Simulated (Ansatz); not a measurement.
## Co$_{3}$Si: geometry relaxation (part 1 of 3)

System: Co$_{3}$Si (8 atoms in the cell).
Method: DFT r2SCAN, scalar-relativistic, plane waves, PAW, spin-polarised (Ansatz 0.2.0).

The structure derives from a Materials Project entry. Figures and captions count atoms from 1; the log counts them from 0 in places.

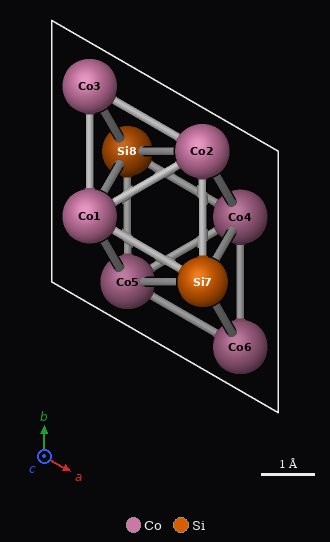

**Figure 1.** The structure as given in the input (ball-and-stick view of the cell of the calculation, along the c axis; atoms are numbered from 1 in the order of the input). An atom can appear more than once, as a periodic image.

Input file
```yaml
crystal:
  lattice:
    - [4.976470242, 0.0, 0.0]
    - [-2.488235121, 4.3097496507, 0.0]
    - [0.0, 0.0, 3.972794]
  atoms:
    - { symbol: Co, position: [0.167472, 0.334944, 0.75], spin: 1.55 }
    - { symbol: Co, position: [0.665056, 0.832528, 0.75], spin: 1.55 }
    - { symbol: Co, position: [0.167472, 0.832528, 0.75], spin: 1.55 }
    - { symbol: Co, position: [0.832528, 0.665056, 0.25], spin: 1.55 }
    - { symbol: Co, position: [0.334944, 0.167472, 0.25], spin: 1.55 }
    - { symbol: Co, position: [0.832528, 0.167472, 0.25], spin: 1.55 }
    - { symbol: Si, position: [0.66666667, 0.33333333, 0.75] }
    - { symbol: Si, position: [0.33333333, 0.66666667, 0.25] }
basis:
  ecutwfc: 500
kpoints:
  mp_grid: { grid: [12, 12, 10] }
hamiltonian:
  xc: r2scan
scf:
  occupations: { method: gaussian, width: 0.1 }
output:
  forces: true
  stress: true
  eigenvalues: true
  populations: true
  write_density: true
  write_potential: true
  elf: true
  volumetric_format: npy
magnetization:
  spin_polarized: true
relax:
  adjacent_minimum: "off"
  f_tol: 0.005
  max_steps: 80
  cell: { stress_tol: 0.05 }
```

Machine: 2 threads of Arm Neoverse V1, 24 GiB of memory available, shared host.

Launched with:
```bash
ansatz run input.yaml --threads 2 --pin off --max-ram 5120MiB --backend cpu --events-out ev --progress --plain --runs-dir out
```

The program's output
```
Engine: ansatz 0.2.0, aarch64-unknown-linux-gnu
Pseudopotentials: kind: paw
Pseudopotential: Co, paw, valence charge 17, recommended cutoff 500 eV (meta_gga), Co.paw.azcp
Pseudopotential: Si, paw, valence charge 4, recommended cutoff 500 eV (meta_gga), Si.paw.azcp
Functional definition: r2SCAN
  parameter k0 = 0.174
  parameter k1 = 0.065
  parameter a1 = 4.9479
  exchange = r2scan_x(k0 = k0, k1 = k1, a1 = a1)
  correlation = r2scan_c
Crystal: 8 atoms, lattice volume = 85.206 Å³
Basis set: ecut = 500 eV, 2169 PW (Γ), exchange–correlation on 160×160×120 points (64 copies of the dense FFT grid, shifted against one another)
Bands: 72, of which v1, the nominal top of the filled ones, is band 55 counted from 1 (54 counted from 0)
Symmetry: 24 space group operations
Space group: P63/mmc (ITA 194), of the structure as read, at distance tolerance 4.4e-5 Å
Magnetic group: BNS 194.263 (UNI 1493), of the structure as read, at distance tolerance 4.4e-5 Å
k-points: 114 of 1440
Non-local potential: Co, projectors of the file, l = 0: 3, l = 1: 2, l = 2: 3, l = 3: 1
Non-local potential: Si, projectors of the file, l = 0: 2, l = 1: 2, l = 2: 2
PAW form: soft (Blöchl's): semilocal exchange-correlation on the pseudo side does not see the compensation charge
PAW frozen core: Co, regenerated for the run's functional (the file was generated under x = pbe(κ = 0.804, μ = 0.2195149727645171), c = pbe(β = 0.06672455060314922))
PAW frozen core: Si, regenerated for the run's functional (the file was generated under x = pbe(κ = 0.804, μ = 0.2195149727645171), c = pbe(β = 0.06672455060314922))
PAW one-centre angular grid: Co, 590 points (default); XC on 160 Gauss nodes
PAW one-centre angular grid: Si, 302 points (default); XC on 160 Gauss nodes
Initial density: superposition of atomic densities (chi_scale 0.1, normalization cell)
Starting moments: Σ|m| = 9.3 μB on 6 of 8 sites
Initial wavefunctions: pseudopotential atomic-orbital guess
Functional: x = r2scan, c = r2scan; τ floored in thin density (d = 2e-4 eV/Å³)
SCF iter   1: F=—  HF=-32062.698540 eV  |F-HF|=—  |Δ(HF+E_count)|=         —  Δρ=7.64e-2 (↑2.12e-2 ↓7.64e-2)  dr2=4.55e0  dr2_τ=6.12e-2  dr2_m=6.96e-1  M=8.872 μB ∫|m|=9.646 μB  β_m=1.00  ethr=3.10e-3  ⟨swp⟩=5.7  Hψ=57430  notcnv=0  defer=42
Mixer restart at iter 1: flushing history
preconditioner: auto → Kerker (q_TF=auto, 2.847 Å⁻¹)  [metal: Δε(μ)=0.003 eV  Ē_g=7.999 eV  σ=0.100 eV  W_gap=0.02  n_scr=26 (ndim 8)  ℏωp=31.7 eV  f_vac=0.000  D(μ)=8.57/eV (n_scr^D=118)]
spin=Collinear: Kerker preconditioning applied to the charge; magnetization (m = ρ↑ − ρ↓) channel mixes plain (no charge-response kernel on spin).
SCF iter   2: F=—  HF=-32062.543030 eV  |F-HF|=—  |Δ(HF+E_count)|=   1.56e-1  Δρ=1.67e-2 (↑1.29e-2 ↓1.67e-2)  dr2=5.33e-1  dr2_τ=3.32e-2  dr2_m=5.72e-2  M=8.769 μB ∫|m|=10.013 μB  β_m=1.00  ethr=3.10e-3  ⟨swp⟩=2.5  Hψ=27145  notcnv=0  defer=1705  κ⁻¹=1.0e0(r=1)
SCF iter   3: F=—  HF=-32064.963708 eV  |F-HF|=—  |Δ(HF+E_count)|=    2.42e0  Δρ=1.26e-2 (↑1.19e-2 ↓1.26e-2)  dr2=6.05e-1  dr2_τ=1.63e-3  dr2_m=1.04e-3  M=8.653 μB ∫|m|=10.058 μB  β_m=1.00  ethr=4.85e-4  ⟨swp⟩=2.0  Hψ=18866  notcnv=0  defer=1706  κ⁻¹=1.6e-2(r=2)
SCF iter   4: F=—  HF=-32066.438652 eV  |F-HF|=—  |Δ(HF+E_count)|=    1.47e0  Δρ=1.09e-2 (↑1.09e-2 ↓1.08e-2)  dr2=5.49e-1  dr2_τ=5.67e-4  dr2_m=9.93e-4  M=8.576 μB ∫|m|=10.006 μB  β_m=1.00  ethr=4.85e-4  ⟨swp⟩=2.3  Hψ=20536  notcnv=0  defer=1705  κ⁻¹=2.0e-3(r=3)
SCF iter   5: F=—  HF=-32068.617923 eV  |F-HF|=—  |Δ(HF+E_count)|=    2.18e0  Δρ=6.71e-3 (↑6.71e-3 ↓6.28e-3)  dr2=2.47e-1  dr2_τ=1.62e-3  dr2_m=1.15e-3  M=8.299 μB ∫|m|=9.803 μB  β_m=1.00  ethr=4.85e-4  ⟨swp⟩=3.5  Hψ=34189  notcnv=0  defer=1677  κ⁻¹=3.2e-4(r=4)
SCF iter   6: F=—  HF=-32068.603812 eV  |F-HF|=—  |Δ(HF+E_count)|=         —  Δρ=1.34e-2 (↑1.30e-2 ↓1.34e-2)  dr2=4.08e-2  dr2_τ=1.28e-3  dr2_m=1.03e-1  M=7.776 μB ∫|m|=9.309 μB  β_m=1.00  ethr=2.24e-4  ⟨swp⟩=2.0  Hψ=26595  notcnv=0  defer=1761
Mixer restart at iter 6: flushing history
SCF iter   7: F=—  HF=-32068.567968 eV  |F-HF|=—  |Δ(HF+E_count)|=   3.58e-2  Δρ=6.37e-3 (↑3.96e-3 ↓6.37e-3)  dr2=5.16e-2  dr2_τ=2.90e-4  dr2_m=1.52e-3  M=7.868 μB ∫|m|=9.361 μB  β_m=1.00  ethr=4.55e-5  ⟨swp⟩=2.0  Hψ=31266  notcnv=0  defer=1762
SCF iter   8: F=—  HF=-32068.564330 eV  |F-HF|=—  |Δ(HF+E_count)|=   3.64e-3  Δρ=2.87e-3 (↑1.51e-3 ↓2.87e-3)  dr2=1.06e-2  dr2_τ=4.79e-4  dr2_m=4.60e-4  M=7.902 μB ∫|m|=9.387 μB  β_m=1.00  ethr=4.55e-5  ⟨swp⟩=2.5  Hψ=23711  notcnv=0  defer=1756  κ⁻¹=1.0e0(r=1)
SCF iter   9: F=—  HF=-32068.564236 eV  |F-HF|=—  |Δ(HF+E_count)|=   9.44e-5  Δρ=9.05e-4 (↑8.20e-4 ↓9.05e-4)  dr2=1.53e-3  dr2_τ=1.81e-5  dr2_m=4.61e-6  M=7.925 μB ∫|m|=9.407 μB  β_m=1.00  ethr=9.67e-6  ⟨swp⟩=2.4  Hψ=24613  notcnv=0  defer=1757  κ⁻¹=3.6e-2(r=2)
SCF iter  10: F=—  HF=-32068.564143 eV  |F-HF|=—  |Δ(HF+E_count)|=   9.32e-5  Δρ=6.68e-4 (↑5.82e-4 ↓6.68e-4)  dr2=6.40e-4  dr2_τ=1.17e-5  dr2_m=2.91e-6  M=7.932 μB ∫|m|=9.415 μB  β_m=1.00  ethr=1.39e-6  ⟨swp⟩=1.3  Hψ=18871  notcnv=0  defer=1757  κ⁻¹=2.2e-3(r=3)
SCF iter  11: F=—  HF=-32068.564673 eV  |F-HF|=—  |Δ(HF+E_count)|=   5.30e-4  Δρ=4.90e-4 (↑4.90e-4 ↓4.43e-4)  dr2=3.82e-4  dr2_τ=1.13e-6  dr2_m=1.61e-6  M=7.945 μB ∫|m|=9.431 μB  β_m=1.00  ethr=5.82e-7  ⟨swp⟩=2.0  Hψ=29182  notcnv=0  defer=1754  κ⁻¹=1.3e-4(r=4)
SCF iter  12: F=—  HF=-32068.564661 eV  |F-HF|=—  |Δ(HF+E_count)|=   1.15e-5  Δρ=2.49e-4 (↑2.49e-4 ↓2.37e-4)  dr2=1.05e-4  dr2_τ=4.69e-7  dr2_m=2.07e-6  M=7.941 μB ∫|m|=9.427 μB  β_m=1.00  ethr=3.48e-7  ⟨swp⟩=1.0  Hψ=16581  notcnv=0  defer=1754  κ⁻¹=5.5e-5(r=5)
SCF iter  13: F=—  HF=-32068.564650 eV  |F-HF|=—  |Δ(HF+E_count)|=   1.14e-5  Δρ=1.34e-4 (↑1.25e-4 ↓1.34e-4)  dr2=3.15e-5  dr2_τ=3.38e-7  dr2_m=5.23e-7  M=7.940 μB ∫|m|=9.426 μB  β_m=1.00  ethr=9.56e-8  ⟨swp⟩=1.0  Hψ=16434  notcnv=0  defer=1754  κ⁻¹=3.6e-5(r=6)
SCF iter  14: F=—  HF=-32068.564656 eV  |F-HF|=—  |Δ(HF+E_count)|=   5.99e-6  Δρ=8.28e-5 (↑5.81e-5 ↓8.28e-5)  dr2=7.15e-6  dr2_τ=5.38e-8  dr2_m=2.46e-7  M=7.941 μB ∫|m|=9.426 μB  β_m=1.00  ethr=2.86e-8  ⟨swp⟩=2.0  Hψ=23124  notcnv=0  defer=1754  κ⁻¹=2.2e-5(r=7)
SCF iter  15: F=—  HF=-32068.564667 eV  |F-HF|=—  |Δ(HF+E_count)|=   1.12e-5  Δρ=3.11e-5 (↑2.52e-5 ↓3.11e-5)  dr2=8.75e-7  dr2_τ=1.28e-8  dr2_m=6.46e-8  M=7.942 μB ∫|m|=9.426 μB  β_m=1.00  ethr=6.50e-9  ⟨swp⟩=2.1  Hψ=27731  notcnv=0  defer=1754  κ⁻¹=3.9e-6(r=8)
SCF iter  16: F=—  HF=-32068.564669 eV  |F-HF|=—  |Δ(HF+E_count)|=   2.39e-6  Δρ=2.64e-5 (↑2.64e-5 ↓2.36e-5)  dr2=7.18e-7  dr2_τ=1.47e-8  dr2_m=3.31e-8  M=7.942 μB ∫|m|=9.426 μB  β_m=1.00  ethr=7.95e-10  ⟨swp⟩=2.1  Hψ=25693  notcnv=0  defer=1754  κ⁻¹=4.2e-6(r=8)
SCF iter  17: F=—  HF=-32068.564670 eV  |F-HF|=—  |Δ(HF+E_count)|=   7.05e-7  Δρ=1.25e-5 (↑9.00e-6 ↓1.25e-5)  dr2=7.56e-8  dr2_τ=3.85e-9  dr2_m=1.86e-8  M=7.942 μB ∫|m|=9.426 μB  β_m=1.00  ethr=6.53e-10  ⟨swp⟩=2.0  Hψ=28807  notcnv=0  defer=1754  κ⁻¹=6.5e-6(r=8)
SCF iter  18: F=—  HF=-32068.564670 eV  |F-HF|=—  |Δ(HF+E_count)|=   2.44e-7  Δρ=8.16e-6 (↑4.72e-6 ↓8.16e-6)  dr2=3.11e-8  dr2_τ=1.07e-9  dr2_m=4.19e-9  M=7.941 μB ∫|m|=9.426 μB  β_m=1.00  ethr=6.87e-11  ⟨swp⟩=2.0  Hψ=28279  notcnv=0  defer=1754  κ⁻¹=2.8e-6(r=8)
SCF iter  19: F=-32068.564670 eV  HF=-32068.564670 eV  |F-HF|=1.38e-8  |Δ(HF+E_count)|=   7.20e-8  Δρ=4.57e-6 (↑3.66e-6 ↓4.57e-6)  dr2=1.63e-8  dr2_τ=2.79e-10  dr2_m=1.14e-9  M=7.941 μB ∫|m|=9.426 μB  ethr=2.82e-11  ⟨swp⟩=11.9  Hψ=114373  notcnv=0
SCF 1 converged in 19 iterations: F = -32068.564670 eV  dr2 = 1.63e-8
  greatest PAW one-centre occupation: 1.004 electrons in one spin orbital (limit 2), on the Co atom at site 3 (counted from 0), in its partial waves of l = 1
relax step   1: F+E_penalty+E_count = -32068.56467030 eV  Δ(F+E_penalty+E_count) = +0.000e0 eV  max|allowed force component| = 2.919e-1 eV/Å  Δτ_max = 0.0000 Å  P = -1.544 GPa  Ω = 85.206 Å³  (19 SCF iters, dr2 threshold 1.00e-7 eV, accepted)
Crystal: 8 atoms, lattice volume = 84.854 Å³
Basis set: ecut = 500 eV, 2145 PW (Γ), exchange–correlation on 160×160×120 points (64 copies of the dense FFT grid, shifted against one another)
Initial density: handed on by an earlier stage of this run
Starting moments: Σ|m| = 9.3 μB on 6 of 8 sites; this step starts from the density that it was given
Initial wavefunctions: those handed on with the density
iter 1 solved again at ethr=6.16e-6 eV; its pass at ethr=3.10e-3 eV (dr2=6.78e-3 eV) is discarded
SCF iter   1: F=—  HF=-32068.579191 eV  |F-HF|=—  |Δ(HF+E_count)|=         —  Δρ=2.26e-3 (↑2.26e-3 ↓2.06e-3)  dr2=7.57e-3  dr2_τ=1.71e-2  dr2_m=1.78e-3  M=7.897 μB ∫|m|=9.381 μB  β_m=1.00  ethr=6.16e-6  ⟨swp⟩=2.1  Hψ=75186  notcnv=0
preconditioner: auto → none  [metal: Δε(μ)=0.001 eV  Ē_g=8.285 eV  σ=0.100 eV  W_gap=0.01  n_scr=8 (ndim 8)  ℏωp=31.7 eV  f_vac=0.001  D(μ)=5.73/eV (n_scr^D=70)]
SCF iter   2: F=—  HF=-32068.605890 eV  |F-HF|=—  |Δ(HF+E_count)|=   2.67e-2  Δρ=7.71e-4 (↑6.80e-4 ↓7.71e-4)  dr2=6.43e-4  dr2_τ=4.19e-5  dr2_m=5.95e-5  M=7.901 μB ∫|m|=9.388 μB  β_m=1.00  ethr=6.16e-6  ⟨swp⟩=2.0  Hψ=29013  notcnv=0  κ⁻¹=1.0e0(r=1)
SCF iter   3: F=—  HF=-32068.606465 eV  |F-HF|=—  |Δ(HF+E_count)|=   5.76e-4  Δρ=5.63e-4 (↑3.75e-4 ↓5.63e-4)  dr2=2.48e-4  dr2_τ=4.20e-6  dr2_m=1.61e-5  M=7.898 μB ∫|m|=9.384 μB  β_m=1.00  ethr=5.85e-7  ⟨swp⟩=2.0  Hψ=21600  notcnv=0  κ⁻¹=7.3e-3(r=2)
SCF iter   4: F=—  HF=-32068.606958 eV  |F-HF|=—  |Δ(HF+E_count)|=   4.93e-4  Δρ=3.96e-4 (↑2.65e-4 ↓3.96e-4)  dr2=1.03e-4  dr2_τ=1.46e-6  dr2_m=5.93e-6  M=7.896 μB ∫|m|=9.380 μB  β_m=1.00  ethr=2.26e-7  ⟨swp⟩=2.3  Hψ=25425  notcnv=0  κ⁻¹=1.3e-3(r=3)
SCF iter   5: F=—  HF=-32068.607432 eV  |F-HF|=—  |Δ(HF+E_count)|=   4.74e-4  Δρ=1.93e-4 (↑1.33e-4 ↓1.93e-4)  dr2=1.82e-5  dr2_τ=5.18e-7  dr2_m=1.13e-6  M=7.892 μB ∫|m|=9.373 μB  β_m=1.00  ethr=9.35e-8  ⟨swp⟩=2.0  Hψ=28309  notcnv=0  κ⁻¹=5.7e-5(r=4)
SCF iter   6: F=—  HF=-32068.607524 eV  |F-HF|=—  |Δ(HF+E_count)|=   9.15e-5  Δρ=1.29e-4 (↑7.36e-5 ↓1.29e-4)  dr2=6.75e-6  dr2_τ=2.17e-7  dr2_m=7.70e-7  M=7.890 μB ∫|m|=9.371 μB  β_m=1.00  ethr=1.66e-8  ⟨swp⟩=2.5  Hψ=29383  notcnv=0  κ⁻¹=2.8e-5(r=5)
SCF iter   7: F=—  HF=-32068.607572 eV  |F-HF|=—  |Δ(HF+E_count)|=   4.79e-5  Δρ=4.29e-5 (↑2.55e-5 ↓4.29e-5)  dr2=5.83e-7  dr2_τ=2.44e-8  dr2_m=1.05e-7  M=7.889 μB ∫|m|=9.368 μB  β_m=1.00  ethr=6.14e-9  ⟨swp⟩=2.0  Hψ=29077  notcnv=0  κ⁻¹=7.3e-6(r=6)
SCF iter   8: F=—  HF=-32068.607575 eV  |F-HF|=—  |Δ(HF+E_count)|=   3.90e-6  Δρ=2.43e-5 (↑1.67e-5 ↓2.43e-5)  dr2=2.79e-7  dr2_τ=8.21e-9  dr2_m=1.42e-8  M=7.888 μB ∫|m|=9.367 μB  β_m=1.00  ethr=5.30e-10  ⟨swp⟩=2.0  Hψ=29023  notcnv=0  κ⁻¹=1.2e-6(r=7)
SCF iter   9: F=—  HF=-32068.607578 eV  |F-HF|=—  |Δ(HF+E_count)|=   2.15e-6  Δρ=1.05e-5 (↑6.11e-6 ↓1.05e-5)  dr2=3.50e-8  dr2_τ=9.63e-10  dr2_m=5.88e-9  M=7.889 μB ∫|m|=9.368 μB  β_m=1.00  ethr=2.54e-10  ⟨swp⟩=2.0  Hψ=29013  notcnv=0  κ⁻¹=3.7e-7(r=8)
SCF iter  10: F=-32068.607578 eV  HF=-32068.607578 eV  |F-HF|=6.47e-8  |Δ(HF+E_count)|=   4.47e-7  Δρ=1.06e-5 (↑5.77e-6 ↓1.06e-5)  dr2=1.49e-7  dr2_τ=5.90e-10  dr2_m=6.73e-9  M=7.889 μB ∫|m|=9.368 μB  ethr=3.18e-11  ⟨swp⟩=5.8  Hψ=98670  notcnv=0
the search or the solves at the SCF's close seem to have found levels that the self-consistency loop had missed (the run counts 1). By its estimate they hold under 1e-12 electrons; where the run keeps them, the occupations were computed again with them
SCF 2 converged in 10 iterations: F = -32068.607578 eV  dr2 = 1.49e-7
  greatest PAW one-centre occupation: 1.004 electrons in one spin orbital (limit 2), on the Co atom at site 5 (counted from 0), in its partial waves of l = 1
relax step   2: F+E_penalty+E_count = -32068.60757800 eV  Δ(F+E_penalty+E_count) = -4.291e-2 eV  max|allowed force component| = 1.718e-1 eV/Å  Δτ_max = 0.0055 Å  P = -0.671 GPa  Ω = 84.854 Å³  energy of the carried Pulay correction = +2.429e-4 eV  (10 SCF iters, dr2 threshold 8.00e-7 eV, accepted)
[... from here on the SCF iterations and repeated set-up lines of each step are left out, up to the last step ...]
SCF 3 converged in 10 iterations: F = -32068.634595 eV  dr2 = 1.06e-7
```
